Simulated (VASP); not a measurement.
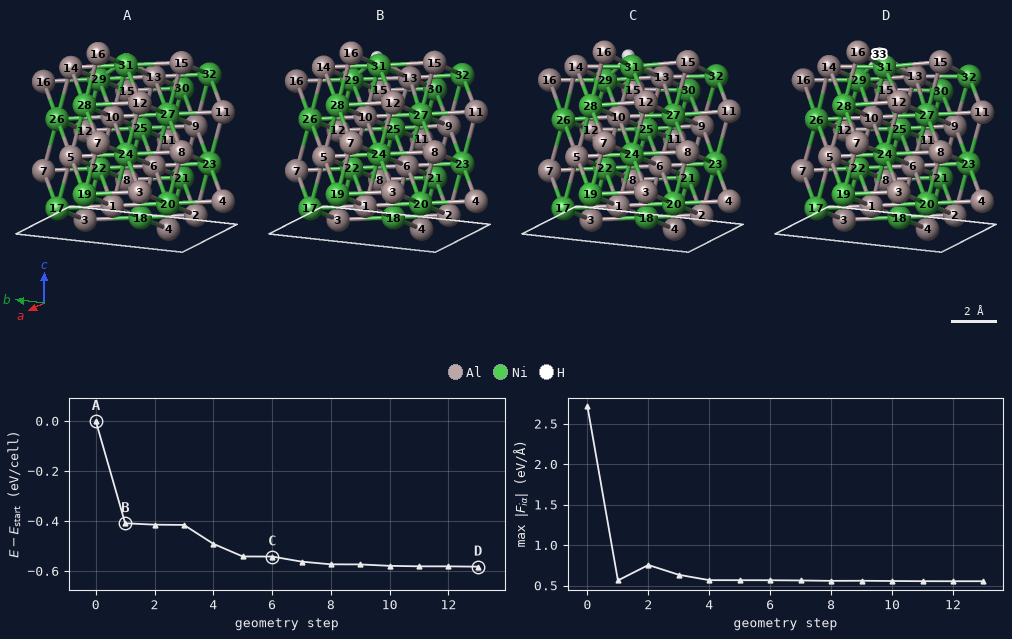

Frames of a relaxation of a slab of composition Al16Ni16H, marked on the history of the run. A ball-and-stick model of the cell of the calculation, outlined in the plane, without the vacuum (origin shifted), seen from a free direction.

The run lets the atoms move in a fixed cell. 16 atoms are held fixed.

Method: Kohn-Sham DFT of a periodic cell, RPBE, VASP PAW PBE potentials, recommended (VASP 6.6.1).

Input
```
SYSTEM = Al16Ni16H
ALGO = Normal
DIPOL = 0.5 0.5 0.465
EDIFF = 1E-6
EDIFFG = -0.03
ENCUT = 450
GGA = RP
IBRION = 2
IDIPOL = 3
ISIF = 2
ISMEAR = 1
KPAR = 4
LASPH = .TRUE.
LCHARG = .FALSE.
LDIPOL = .TRUE.
LREAL = Auto
LWAVE = .FALSE.
NCORE = 2
NELM = 80
NSW = 90
PREC = Normal
SIGMA = 0.1
```

Run as
```bash
cat potpaw_PBE.64/Al/POTCAR potpaw_PBE.64/Ni/POTCAR potpaw_PBE.64/H/POTCAR > POTCAR
mpirun -np 8 vasp_std > vasp.out
```

Question: Describe the path.

Answer: The largest move is that of H33, 0.37 Å at 52° to the normal (+c side). By element the largest moves are H 0.37 Å, Ni 0.11 Å, Al 0.10 Å. The lattice vectors keep their values. Some distances before and after: Al13–H33 1.525 → 1.964 Å, Al11–Ni30 2.525 → 2.429 Å, Al10–Ni29 2.525 → 2.453 Å, Al16–Ni26 2.525 → 2.593 Å. Bond angles that change, for instance: Al13–Ni30–Al16 180.0° → 172.6°, Ni29–H33–Ni31 113.7° → 106.6°, Ni29–Al14–Ni32 180.0° → 173.3°. After 13 geometry steps the energy has fallen by 0.582 eV per cell of the calculation. Largest force component: 2.7 eV/Å at the start, 0.55 eV/Å at the end. It ran on 8 threads of Intel(R) Xeon(R) Platinum 8488C (Sapphire Rapids), on a shared host. From step 0 to 1: Al and H atoms move most (0.14 Å), energy −0.409 eV per cell of the calculation. From step 1 to 6: H33 moves most (0.11 Å), energy −0.133 eV per cell of the calculation. From step 6 to 13: H33 moves most (0.12 Å), energy −40.4 meV per cell of the calculation.

Limits of the set-up: an element that often carries a moment was run without spin polarisation.
